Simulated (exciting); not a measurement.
The calculation's input:

```
<input>
  <title>ZnO</title>
  <structure speciespath="./" tshift="false">
    <crystal scale="1">
      <basevect>5.079980665480 0.000000000000 0.000000000000</basevect>
      <basevect>0.000000000000 5.079980665480 0.000000000000</basevect>
      <basevect>0.000000000000 0.000000000000 5.079980665480</basevect>
    </crystal>
    <species speciesfile="Zn.xml" rmt="2">
      <atom coord="0.000000000000 0.000000000000 0.000000000000"/>
    </species>
    <species speciesfile="O.xml" rmt="1.45">
      <atom coord="0.500000000000 0.500000000000 0.500000000000"/>
    </species>
  </structure>
  <groundstate do="fromscratch" ngridk="10 10 10" rgkmax="7.5" gmaxvr="14" lmaxapw="10" lmaxmat="10" lmaxvr="8" xctype="GGA_PBE" stype="Fermi Dirac" swidth="0.00183747" nempty="10" ValenceRelativity="iora*" epsengy="1e-05" epspot="1e-05" maxscl="60" tforce="true" outputlevel="normal"/>
  <properties>
    <chargedensityplot>
      <plot3d>
        <box grid="14 14 14">
          <origin coord="0 0 0"/>
          <point coord="1 0 0"/>
          <point coord="0 1 0"/>
          <point coord="0 0 1"/>
        </box>
      </plot3d>
    </chargedensityplot>
    <elfplot>
      <plot3d>
        <box grid="14 14 14">
          <origin coord="0 0 0"/>
          <point coord="1 0 0"/>
          <point coord="0 1 0"/>
          <point coord="0 0 1"/>
        </box>
      </plot3d>
    </elfplot>
    <exccplot>
      <plot3d>
        <box grid="14 14 14">
          <origin coord="0 0 0"/>
          <point coord="1 0 0"/>
          <point coord="0 1 0"/>
          <point coord="0 0 1"/>
        </box>
      </plot3d>
    </exccplot>
  </properties>
</input>
```

Launched as:

```sh
OMP_NUM_THREADS=1 exciting_smp
```

Below, planes, directions and counts refer to the conventional cell (a = 2.69 Å, b = 2.69 Å, c = 2.69 Å, α = 90.00°, β = 90.00°, γ = 90.00°).

Space group Pm-3m; a generated structure, not necessarily the stable one.

All numbers below come from exciting sodium, Kohn-Sham DFT of a periodic cell, PBE, all-electron LAPW+lo, shipped species files.

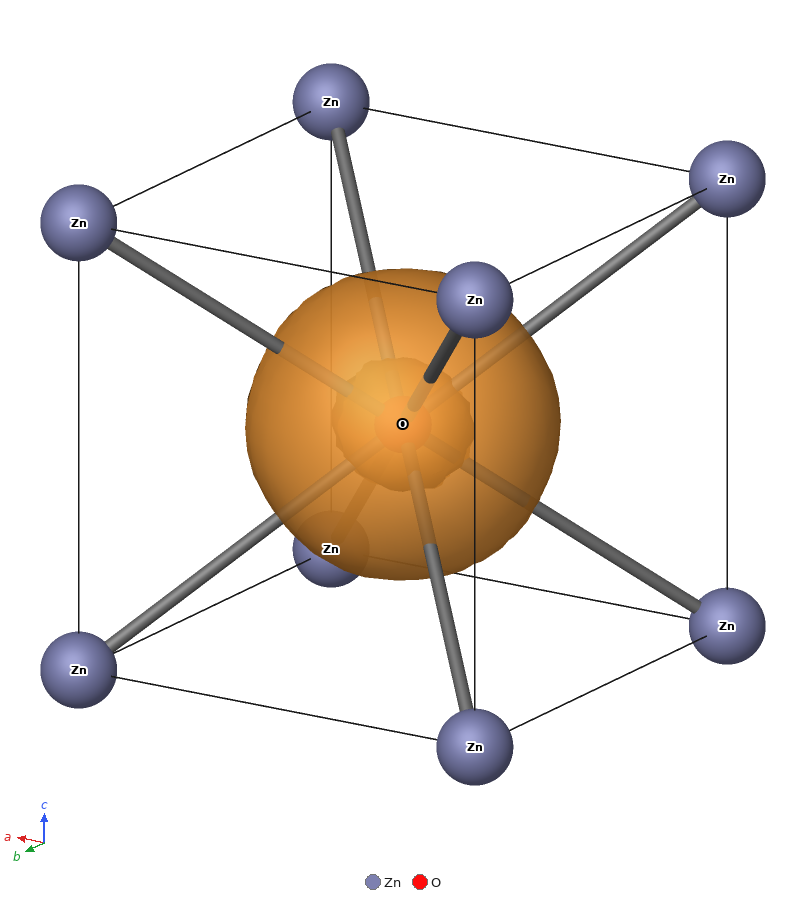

ZnO. Isosurface of the ELF at 0.6 (orange), seen at an oblique angle. Only the valence region is drawn (cores and ρ < 0.01 e/Å³ removed). Sticks mark near contacts.

The calculation treats all electrons.

Question: Where are the electrons localised?

Answer: At this value the surface marks out one region wrapped around O (its valence shell), counted in one cell of 2 atoms. Regions shared between cells count once. Profiles from the grid: Zn–O (2.33 Å): the ELF is about 0.15 at the midpoint; no shared electron pair shows on this line.
